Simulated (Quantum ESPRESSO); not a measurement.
# GaP (F-43m): modes at Γ and the response to a field, part 2 of 4

Which modes does GaP (F-43m) have at the zone centre?

Quantum ESPRESSO 7.5; DFT LDA, scalar-relativistic, plane waves, JTH PAW pseudopotentials.

So far, gap on the k-mesh (eV): step 2 (a probe with smearing) 1.49; step 3 (relaxing the cell and atoms) 1.43.

## 5. Linear response at Γ

At q = 0 one unit cell holds all displacements; symmetry groups them into irreducible representations that are solved one by one. The response to a field gives ε∞ and the Born charges, which polar modes need.

File ph.in:

```
phonons
&INPUTPH
  prefix = 'x'
  outdir = './tmp'
  fildyn = 'g.dyn'
  tr2_ph = 1.0d-18
  epsil  = .true.
/
0.000000000000 0.000000000000 0.000000000000
```

On the command line:

```
OMP_NUM_THREADS=1 mpirun -n 4 ph.x -nk 4 -in ph.in > ph.out
```

What it wrote:

```text
[banners, grids, parts of the stress and lines that vanish by symmetry left out]
[banner, memory and clock lines left out]
Program PHONON v.7.5

     ./tmp/x.save/

     file Ga.upf: wavefunction(s)  0S 4P 0P 3D 0D renormalized
     file P.upf: wavefunction(s)  0S 0P renormalized

     IMPORTANT: XC functional enforced from input :
     Exchange-correlation= PW
                           (   1   4   0   0   0   0   0)
     Any further DFT definition will be discarded
     Please, verify this is what you really want

     G-vector sticks info

     negative rho (up, down):  7.699E-04 0.000E+00
     Reading collected, re-writing distributed wavefunctions in ./tmp/

     Number and degeneracy of irreps per q-point
       N         xq(1)         xq(2)         xq(3)   N irreps
       1   0.000000000   0.000000000   0.000000000       2
        3   3

     Calculation of q =    0.0000000   0.0000000   0.0000000

     phonons

     bravais-lattice index     =            2
     lattice parameter (alat)  =      10.1867  a.u.
     unit-cell volume          =     264.2674 (a.u.)^3
     number of atoms/cell      =            2
     number of atomic types    =            2
     kinetic-energy cut-off    =      60.0000  Ry
     charge density cut-off    =     480.0000  Ry
     convergence threshold     =      1.0E-18
     beta                      =       0.7000
     number of iterations used =            4
     Exchange-correlation= PW
                           (   1   4   0   0   0   0   0)

     celldm(1)=   10.18672  celldm(2)=    0.00000  celldm(3)=    0.00000
     celldm(4)=    0.00000  celldm(5)=    0.00000  celldm(6)=    0.00000

     crystal axes: (cart. coord. in units of alat)
               a(1) = ( -0.5000  0.0000  0.5000 )
               a(2) = (  0.0000  0.5000  0.5000 )
               a(3) = ( -0.5000  0.5000  0.0000 )

     reciprocal axes: (cart. coord. in units 2 pi/alat)
               b(1) = ( -1.0000 -1.0000  1.0000 )
               b(2) = (  1.0000  1.0000  1.0000 )
               b(3) = ( -1.0000  1.0000 -1.0000 )

     Atoms inside the unit cell:

     Cartesian axes

     site n.  atom      mass           positions (alat units)
        1  Ga     69.7230   tau(    1) = (    0.00000    0.00000    0.00000  )
        2  P      30.9738   tau(    2) = (   -0.25000    0.25000    0.25000  )

     Computing dynamical matrix for
                    q = (   0.0000000   0.0000000   0.0000000 )

     25 Sym.Ops. (with q -> -q+G )

     G cutoff = 1261.6840  (  47183 G-vectors)     FFT grid: ( 54, 54, 54)
     G cutoff =  630.8420  (  16529 G-vectors)  smooth grid: ( 36, 36, 36)
     number of k points=    29
                       cart. coord. in units 2pi/alat
        k(    1) = (   0.0000000   0.0000000   0.0000000), wk =   0.0039062
        k(    2) = (  -0.1250000   0.1250000  -0.1250000), wk =   0.0312500
        k(    3) = (  -0.2500000   0.2500000  -0.2500000), wk =   0.0312500
        [... further k-points left out ...]

     PseudoPot. # 1 for Ga read from file:
     ./pseudo/Ga.upf
     Pseudo is Projector augmented-wave + core cor, Zval = 13.0
     Shape of augmentation charge: BESSEL
     Using radial grid of 1052 points,  6 beta functions with:
                l(1) =   0
                l(2) =   0
                l(3) =   1
                l(4) =   1
                l(5) =   2
                l(6) =   2
     Q(r) pseudized with 0 coefficients

     PseudoPot. # 2 for P  read from file:
     ./pseudo/P.upf
     Pseudo is Projector augmented-wave + core cor, Zval =  5.0
     Shape of augmentation charge: SINC**2
     Using radial grid of  994 points,  4 beta functions with:
                l(1) =   0
                l(2) =   0
                l(3) =   1
                l(4) =   1
     Q(r) pseudized with 0 coefficients

     Mode symmetry, T_d (-43m)  point group:

     Electric field:
     Dielectric constant
     Born effective charges as d Force / d E

     Atomic displacements:
     There are    2 irreducible representations

     Representation     1      3 modes -  To be done

     Representation     2      3 modes -  To be done

     Alpha used in Ewald sum =   2.8000

     negative rho (up, down):  7.699E-04 0.000E+00

     Electric Fields Calculation

      iter #   1   av.it.:   5.9
      thresh= 1.000E-02 alpha_mix =  0.700 |ddv_scf|^2 =  4.822E-08

      iter #   2   av.it.:  13.6
      thresh= 2.196E-05 alpha_mix =  0.700 |ddv_scf|^2 =  3.485E-09

      iter #   3   av.it.:  13.0
      thresh= 5.904E-06 alpha_mix =  0.700 |ddv_scf|^2 =  3.354E-11

      iter #   4   av.it.:  13.8
      thresh= 5.791E-07 alpha_mix =  0.700 |ddv_scf|^2 =  3.448E-13

      iter #   5   av.it.:  13.4
      thresh= 5.872E-08 alpha_mix =  0.700 |ddv_scf|^2 =  1.458E-14

      iter #   6   av.it.:  13.4
      thresh= 1.208E-08 alpha_mix =  0.700 |ddv_scf|^2 =  4.211E-17

      iter #   7   av.it.:  13.9
      thresh= 6.489E-10 alpha_mix =  0.700 |ddv_scf|^2 =  2.064E-18

      iter #   8   av.it.:  14.2
      thresh= 1.437E-10 alpha_mix =  0.700 |ddv_scf|^2 =  1.291E-20

     End of electric fields calculation

          Dielectric constant in cartesian axis

          (      11.563026777       0.000000000       0.000000000 )
          (       0.000000000      11.563026777      -0.000000000 )
          (       0.000000000      -0.000000000      11.563026777 )

          Effective charges (d Force / dE) in cartesian axis without acoustic sum rule applied (asr)

           atom    1  Ga    Mean Z*:        2.05448
      Ex  (        2.05448        0.00000        0.00000 )
      Ey  (        0.00000        2.05448       -0.00000 )
      Ez  (        0.00000       -0.00000        2.05448 )
           atom    2  P     Mean Z*:       -2.17774
      Ex  (       -2.17774       -0.00000       -0.00000 )
      Ey  (        0.00000       -2.17774        0.00000 )
      Ez  (       -0.00000        0.00000       -2.17774 )

          Effective charges Sum: Mean:       -0.12326
             -0.12326        0.00000        0.00000
              0.00000       -0.12326       -0.00000
              0.00000       -0.00000       -0.12326

          Effective charges (d Force / dE) in cartesian axis with asr applied:
           atom    1  Ga    Mean Z*:        2.11611
      E*x (        2.11611        0.00000        0.00000 )
      E*y (        0.00000        2.11611       -0.00000 )
      E*z (        0.00000       -0.00000        2.11611 )
           atom    2  P     Mean Z*:       -2.11611
      E*x (       -2.11611       -0.00000       -0.00000 )
      E*y (       -0.00000       -2.11611        0.00000 )
      E*z (       -0.00000        0.00000       -2.11611 )

     Representation #   1 modes #   1   2   3

     Self-consistent Calculation

      iter #   1   av.it.:   5.1
      thresh= 1.000E-02 alpha_mix =  0.700 |ddv_scf|^2 =  2.424E-08

      iter #   2   av.it.:  13.8
      thresh= 1.557E-05 alpha_mix =  0.700 |ddv_scf|^2 =  1.617E-09

      iter #   3   av.it.:  13.4
      thresh= 4.021E-06 alpha_mix =  0.700 |ddv_scf|^2 =  1.818E-11

      iter #   4   av.it.:  13.5
      thresh= 4.264E-07 alpha_mix =  0.700 |ddv_scf|^2 =  1.069E-13

      iter #   5   av.it.:  13.9
      thresh= 3.270E-08 alpha_mix =  0.700 |ddv_scf|^2 =  3.971E-15

      iter #   6   av.it.:  14.1
      thresh= 6.302E-09 alpha_mix =  0.700 |ddv_scf|^2 =  1.694E-17

[...]
End of self-consistent calculation

     Convergence has been achieved

     Representation #   2 modes #   4   5   6

     Self-consistent Calculation

[...]
iter #   2   av.it.:  13.6
      thresh= 1.059E-04 alpha_mix =  0.700 |ddv_scf|^2 =  1.592E-08

      iter #   3   av.it.:  13.5
      thresh= 1.262E-05 alpha_mix =  0.700 |ddv_scf|^2 =  4.016E-10

      iter #   4   av.it.:  13.6
      thresh= 2.004E-06 alpha_mix =  0.700 |ddv_scf|^2 =  8.656E-12

      iter #   5   av.it.:  13.9
      thresh= 2.942E-07 alpha_mix =  0.700 |ddv_scf|^2 =  5.395E-13

      iter #   6   av.it.:  13.1
      thresh= 7.345E-08 alpha_mix =  0.700 |ddv_scf|^2 =  4.458E-15

      iter #   7   av.it.:  13.6
      thresh= 6.677E-09 alpha_mix =  0.700 |ddv_scf|^2 =  1.148E-16

      iter #   8   av.it.:  14.0
      thresh= 1.071E-09 alpha_mix =  0.700 |ddv_scf|^2 =  6.446E-19

     End of self-consistent calculation

     Convergence has been achieved

     Number of q in the star =    1
     List of q in the star:
          1   0.000000000   0.000000000   0.000000000

          Dielectric constant in cartesian axis

          (      11.563026777       0.000000000       0.000000000 )
          (       0.000000000      11.563026777      -0.000000000 )
          (       0.000000000      -0.000000000      11.563026777 )

          Effective charges (d Force / dE) in cartesian axis without acoustic sum rule applied (asr)

           atom    1  Ga    Mean Z*:        2.05448
      Ex  (        2.05448        0.00000        0.00000 )
      Ey  (        0.00000        2.05448       -0.00000 )
      Ez  (        0.00000       -0.00000        2.05448 )
           atom    2  P     Mean Z*:       -2.17774
      Ex  (       -2.17774       -0.00000       -0.00000 )
      Ey  (        0.00000       -2.17774        0.00000 )
      Ez  (       -0.00000        0.00000       -2.17774 )

          Effective charges Sum: Mean:       -0.12326
             -0.12326        0.00000        0.00000
              0.00000       -0.12326       -0.00000
              0.00000       -0.00000       -0.12326

          Effective charges (d Force / dE) in cartesian axis with asr applied:
           atom    1  Ga    Mean Z*:        2.11611
      E*x (        2.11611        0.00000        0.00000 )
      E*y (        0.00000        2.11611       -0.00000 )
      E*z (        0.00000       -0.00000        2.11611 )
           atom    2  P     Mean Z*:       -2.11611
      E*x (       -2.11611       -0.00000       -0.00000 )
      E*y (       -0.00000       -2.11611        0.00000 )
      E*z (       -0.00000        0.00000       -2.11611 )

     Diagonalizing the dynamical matrix

     q = (    0.000000000   0.000000000   0.000000000 )

 **************************************************************************
     freq (    1) =       0.040081 [THz] =       1.336943 [cm-1]
     freq (    2) =       0.040081 [THz] =       1.336943 [cm-1]
     freq (    3) =       0.040081 [THz] =       1.336943 [cm-1]
     freq (    4) =      10.940913 [THz] =     364.949569 [cm-1]
     freq (    5) =      10.940913 [THz] =     364.949569 [cm-1]
     freq (    6) =      10.940913 [THz] =     364.949569 [cm-1]
 **************************************************************************

     Mode symmetry, T_d (-43m)  point group:

     freq (   1-   3) =          1.3  [cm-1]   --> T_2  G_15 P_4   I+R
     freq (   4-   6) =        364.9  [cm-1]   --> T_2  G_15 P_4   I+R
```

Run time: 1.9 min. Hardware: 4 MPI ranks of Arm Neoverse V1, shared host; 7.7 min of CPU time.

This step gave:

| Property | Result |
| --- | --- |
| miss of the charge sum rule | 0.1233 e |
| largest acoustic frequency at the zone centre before the sum rule | 1.34 cm⁻¹ |
| highest optical zone-centre mode (no LO-TO term) | 364.9 cm⁻¹ |
| lowest optical zone-centre mode | 364.9 cm⁻¹ |
| mean high-frequency dielectric constant | 11.56 |
| largest Born charge in size (third of the trace) | 2.178 e |

Born charge (rows field, columns displacement), before the sum rule (e), principal values of the symmetric part by kind of site:

| atom | atoms with these values | low | middle | high | mean |
| --- | --- | --- | --- | --- | --- |
| Ga1 | 1 | 2.05 | 2.05 | 2.05 | 2.05 |
| P2 | 1 | -2.18 | -2.18 | -2.18 | -2.18 |

In full for Ga1:

```
2.05 0.00 0.00
0.00 2.05 0.00
0.00 0.00 2.05
```

High-frequency dielectric tensor:

```
11.56  0.00  0.00
 0.00 11.56  0.00
 0.00  0.00 11.56
```

The acoustic modes at Γ come out as far as 1.3 cm⁻¹ from zero, where they should vanish, a small numerical error; the Born charges miss their sum rule by 0.12 e, too much: mesh or cutoff is short for the field response.

## 6. Modes with the sum rule

A rigid shift of the crystal must cost nothing, but grids and finite bases break this; the acoustic sum rule is imposed before the matrix is diagonalised again. With Born charges the intensities follow, and the static dielectric tensor.

File dynmat.in:

```
&INPUT
  fildyn = 'g.dyn'
  asr    = 'simple'
  fileig = 'dynmat.eig'
  lperm  = .true.
/
```

On the command line:

```
dynmat.x -in dynmat.in > dynmat.out
```

What it wrote:

```text
[banner, memory and clock lines left out]
Program DYNMAT v.7.5

     Reading Dynamical Matrix from file g.dyn
     ...Force constants read
     ...epsilon and Z* read
     A direction for q was not specified:TO-LO splitting will be absent

     Polarizability (A^3 units)
     multiply by 0.221190 for Clausius-Mossotti correction
        32.917405    0.000000    0.000000
         0.000000   32.917405   -0.000000
         0.000000   -0.000000   32.917405

     IR activities are in (D/A)^2/amu units

# mode   [cm-1]    [THz]      IR
    1     -0.00   -0.0000    0.0000
    2      0.00    0.0000    0.0000
    3      0.00    0.0000    0.0000
    4    364.95   10.9408    4.8171
    5    364.95   10.9408    4.8171
    6    364.95   10.9408    4.8171

Electronic dielectric permittivity tensor (relative, adimensional)
        11.563027    0.000000    0.000000
         0.000000   11.563027   -0.000000
         0.000000   -0.000000   11.563027

 ... with zone-center polar mode contributions
        13.532886    0.000000    0.000000
         0.000000   13.532886    0.000000
         0.000000    0.000000   13.532886
```

Run time: 0.47 s. Hardware: 1 thread.

Read from the output:

| Property | Result |
| --- | --- |
| mean static dielectric constant | 13.53 |

Unit eigenvectors of the mass-weighted matrix after the sum rule; no LO-TO term. Modes at Γ, with each element's share of the kinetic energy:

| mode | frequency (cm⁻¹) | symmetry | Ga % | P % |
| --- | --- | --- | --- | --- |
| 1 | 0.0 | acoustic | 69 | 31 |
| 2 | 0.0 | acoustic | 69 | 31 |
| 3 | 0.0 | acoustic | 69 | 31 |
| 4 | 365.0 | T2 | 31 | 69 |
| 5 | 365.0 | T2 | 31 | 69 |
| 6 | 365.0 | T2 | 31 | 69 |

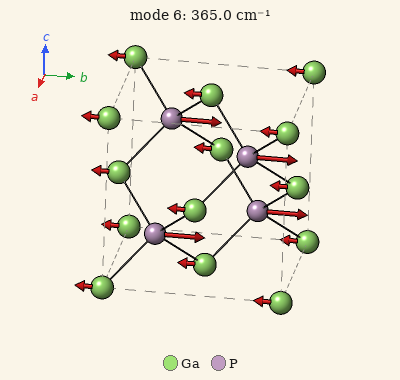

Displacement patterns of mode 6 at Γ; arrows are exaggerated. Bonds to atoms that aren't drawn are left out. Some periodic images of atoms are drawn too.

Degenerate modes summed, no LO-TO term. Lines of the infrared spectrum (strongest = 100):

| position (cm⁻¹) | lines merged | label | IR intensity, relative |
| --- | --- | --- | --- |
| 365 | 3 | T2 | 100 |

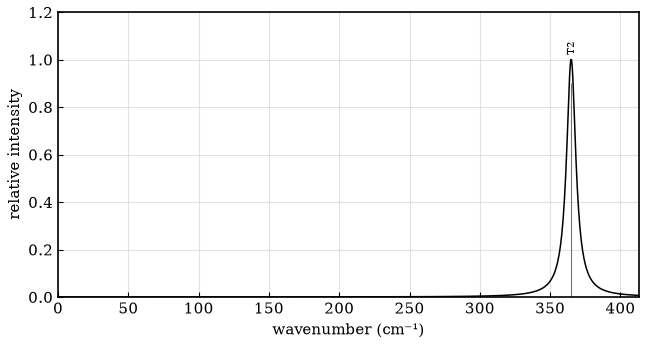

The infrared spectrum, broadened with Lorentzians of width 8 cm⁻¹; bars mark the lines.

Static dielectric tensor (ions relaxed, fixed cell):

```
13.53  0.00  0.00
 0.00 13.53  0.00
 0.00  0.00 13.53
```

The rule moves no optical mode by more than 0.1 cm⁻¹.

## 7. Modes along a direction of q (1 0 0)

A longitudinal polar mode sets up a macroscopic field that stiffens it; the term hangs on the direction from which q goes to zero.

File dynmat.in:

```
&INPUT
  fildyn = 'g.dyn'
  asr    = 'simple'
  fileig = 'dynmat.eig'
  q(1)   = 1.0
  q(2)   = 0.0
  q(3)   = 0.0
/
```

On the command line:

```
dynmat.x -in dynmat.in > dynmat.out
```

What it wrote:

```text
[banner, memory and clock lines left out]
Program DYNMAT v.7.5

     Reading Dynamical Matrix from file g.dyn
     ...Force constants read
     ...epsilon and Z* read

     Polarizability (A^3 units)
     multiply by 0.221190 for Clausius-Mossotti correction
        32.917405    0.000000    0.000000
         0.000000   32.917405   -0.000000
         0.000000   -0.000000   32.917405

     IR activities are in (D/A)^2/amu units

# mode   [cm-1]    [THz]      IR
    1      0.00    0.0000    0.0000
    2      0.00    0.0000    0.0000
    3      0.00    0.0000    0.0000
    4    364.95   10.9408    4.8171
    5    364.95   10.9408    4.8171
    6    394.81   11.8361    4.8171
```

Elapsed: 0.46 s, on 1 thread.

Numbers from this step:

```
highest mode moved by the LO-TO term : 394.8 cm⁻¹
```

Zone-centre frequencies as printed; negative means imaginary. Modes:

| mode | frequency (cm⁻¹) |
| --- | --- |
| 1 | 0 |
| 2 | 0 |
| 3 | 0 |
| 4 | 364.9 |
| 5 | 364.9 |
| 6 | 394.8 |

The field moves one mode, from 365 to 395 cm⁻¹; the others stay.

## 8. Self-consistent run for the response, volume × 0.94

Bonds stiffen under compression, so frequencies follow the volume; the atoms are not relaxed anew.

File scf.in:

```
&CONTROL
  calculation = 'scf'
  prefix      = 'x'
  outdir      = './tmp'
  pseudo_dir  = './pseudo'
  tprnfor     = .true.
  tstress     = .true.
/
&SYSTEM
  ibrav       = 2
  celldm(1)   = 9.97877367
  nat         = 2
  ntyp        = 2
  ecutwfc     = 60.0
  ecutrho     = 480.0
  occupations = 'fixed'
  nbnd        = 11
/
&ELECTRONS
  conv_thr         = 1.0d-12
  mixing_beta      = 0.7
  electron_maxstep = 100
/
ATOMIC_SPECIES
 Ga     69.7230  Ga.upf
 P      30.9738  P.upf
ATOMIC_POSITIONS crystal
 Ga     0.000000000   0.000000000   0.000000000
 P      0.250000000   0.250000000   0.250000000
K_POINTS automatic
 8 8 8 0 0 0
```

On the command line:

```
OMP_NUM_THREADS=1 mpirun -n 4 pw.x -nk 4 -in scf.in > scf.out
```

What it wrote:

```text
[banners, grids, parts of the stress and lines that vanish by symmetry left out]
[banner, memory and clock lines left out]
Program PWSCF v.7.5

[...]
kinetic-energy cutoff     =      60.0000  Ry
     charge density cutoff     =     480.0000  Ry
     scf convergence threshold =      1.0E-12
[...]
Exchange-correlation= SLA PW NOGX NOGC
                           (   1   4   0   0   0   0   0)
[...]
24 Sym. Ops. (no inversion) found
[...]
number of k points=    29
[...]
End of self-consistent calculation
[...]
highest occupied, lowest unoccupied level (ev):     8.5920    9.8856
!    total energy              =    -325.69470879 Ry
[...]
convergence has been achieved in  11 iterations
[...]
atom    1 type  1   force =     0.00000000    0.00000000    0.00000000
     atom    2 type  2   force =     0.00000000    0.00000000    0.00000000
     Total force =     0.000000     Total SCF correction =     0.000000
[...]
total   stress  (Ry/bohr**3)                   (kbar)     P=       64.38
[...]
XML data file, charge density, pseudopotentials, collected wavefunctions
```

Wall time 6.8 s (4 MPI ranks); 27 s of CPU time.

This step gave:

- volume per atom: 18.41 Å³
- pressure: 6.438 GPa
- gap on the k-mesh: 1.294 eV

(Continued in part 3 of 4.)

[Host names and launcher messages were left out of these logs when they were recorded.]

[Logs are printed without paths, hosts, clocks, repeated set-up lines and the standing remarks that a program may print on its own settings, such as how far it seeks lower states.]

[Hosts, paths, dates, database ids (printed as entryN), source tags and the programs' standing remarks are cut or masked in the printed files.]
